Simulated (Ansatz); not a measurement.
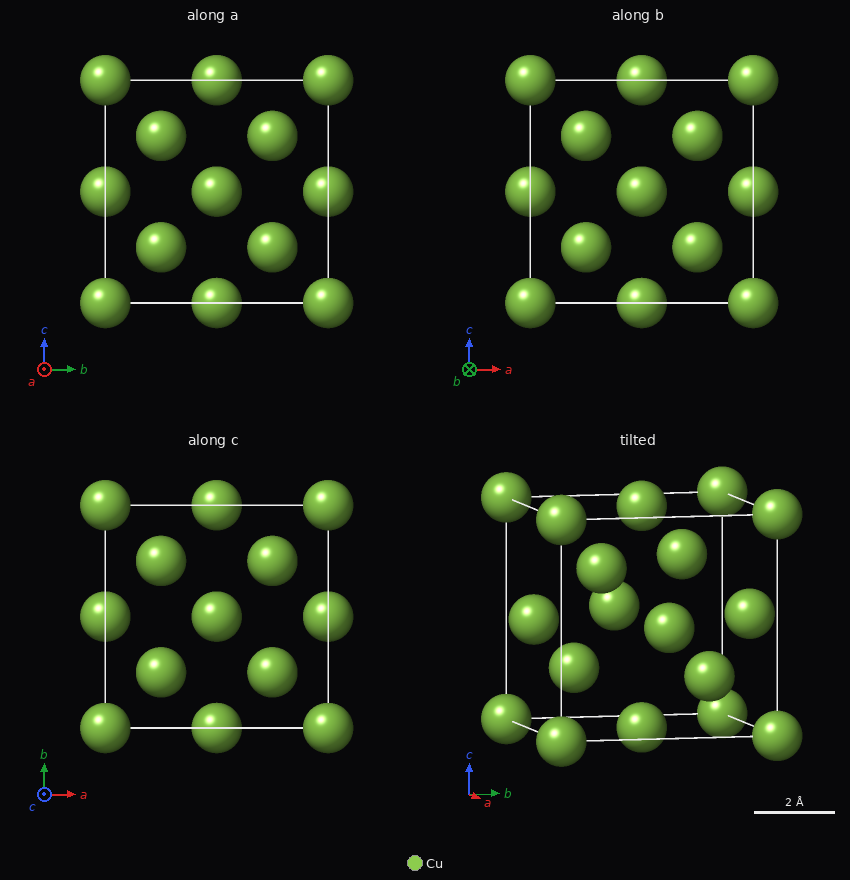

Shown here is a spheres-only view of the crystal, taken along the a axis, along the b axis, along the c axis and slightly off an axis. The frame is the conventional unit cell; atoms at its boundary are shown with their periodic copies.

Lattice parameters: a = 5.586 Å, b = 5.586 Å, c = 5.586 Å, α = 90.00°, β = 90.00°, γ = 90.00°.

Q: Convert the drawing into a table of Wyckoff sites.

A: Space group Fd-3m:1 (No. 227).
| atom | site | x | y | z |
| --- | --- | --- | --- | --- |
| Cu | 8a | 0.2500 | 0.7500 | 0.7500 |

The cell started as a structure type filled with this element by a generator (whether the element takes this form wasn't checked). Earlier steps of the study may have refined or changed the cell and positions. Ansatz was used for an electronic-structure calculation on it.
